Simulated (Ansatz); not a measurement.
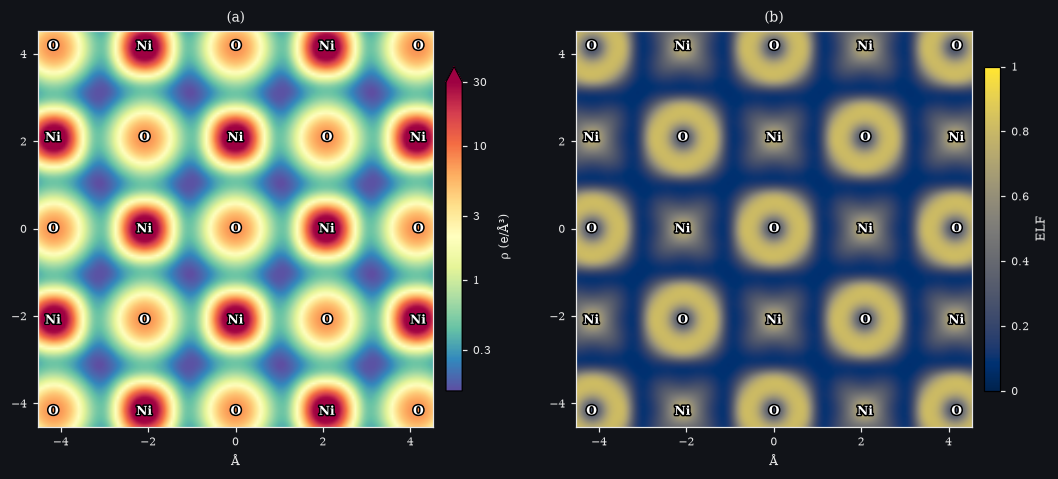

Figure. NiO. (a) valence electron density; (b) electron localisation function on the (100) plane of the conventional cell.

Space group Fm-3m; computed pressure about −2 GPa in this cell; computed without spin polarisation.

These are results of Ansatz 0.2.0, DFT, PBE, PAW, plane waves, scalar-relativistic, not measurements.

The density is the valence pseudo-density of a PAW calculation; it isn't the true density close to the nuclei.

```xyz
8
Lattice="4.1786 0.0000 0.0000 0.0000 4.1786 0.0000 0.0000 0.0000 4.1786" Properties=species:S:1:pos:R:3 pbc="T T T"
O     2.0893    0.0000    0.0000
O     0.0000    2.0893    0.0000
O     0.0000    0.0000    2.0893
O     2.0893    2.0893    2.0893
Ni    0.0000    0.0000    0.0000
Ni    2.0893    2.0893    0.0000
Ni    2.0893    0.0000    2.0893
Ni    0.0000    2.0893    2.0893
```

Q: Read the bonding off the picture.

A:
- The plane passes through O and Ni nuclei.
- Ni–O (2.09 Å): ρ at the midpoint is about 0.46 e/Å³; the ELF peaks at about 0.80 in the valence shell of O, 0.6 Å from its nucleus, and is about 0.15 at the midpoint (no shared electron pair shows on this line).
- Between the atoms the lowest density in this plane is 0.15 e/Å³.
- The features right at Ni lie inside the PAW spheres, where the map follows smoothed inner orbitals and isn't to be read closely.

Q: Does the calculation make it a metal, or give it a gap?

A: It is metallic or semimetallic at this level of theory: no gap opens; semilocal functionals without U, or without the true magnetic order, often close the gap of such compounds.
